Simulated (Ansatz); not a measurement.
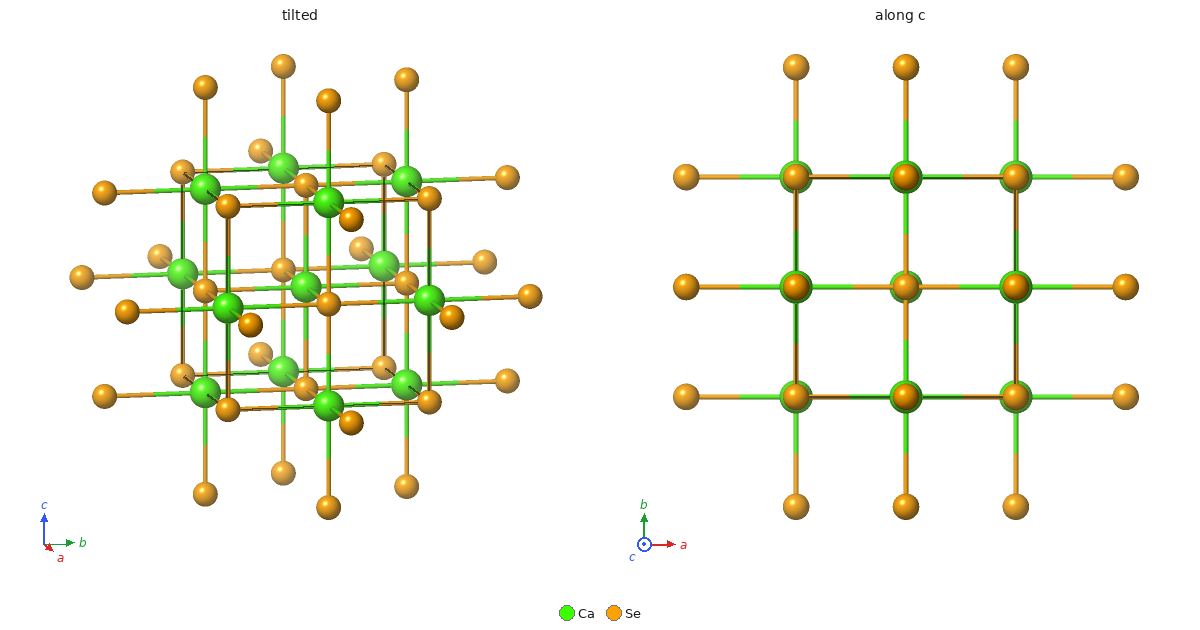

Ball-and-stick drawing of the structure, looking slightly off an axis and along the c axis. The conventional unit cell is outlined; an atom on or near a face, edge or corner is repeated at each equivalent position. Some atoms of the next cells are drawn as well.

Size of the cell: a = 5.83 Å, b = 5.83 Å, c = 5.83 Å, α = 90.00°, β = 90.00°, γ = 90.00°.

The composition is CaSe.

Lattice type?

Answer. Face-centred cubic.

State the space group and its number.

Answer. Fm-3m (No. 225), with Ca on 4b and Se on 4a.

What is the coordination of Ca?

Answer. Six Se in an octahedral arrangement at about 2.9 Å.

In how many dimensions do the bonds extend?

Answer. The bonds build a three-dimensional framework.

The structure was taken from a structure type known for this compound. The cell was then strained or its atoms displaced on purpose. An electronic-structure calculation with Ansatz was run on it.
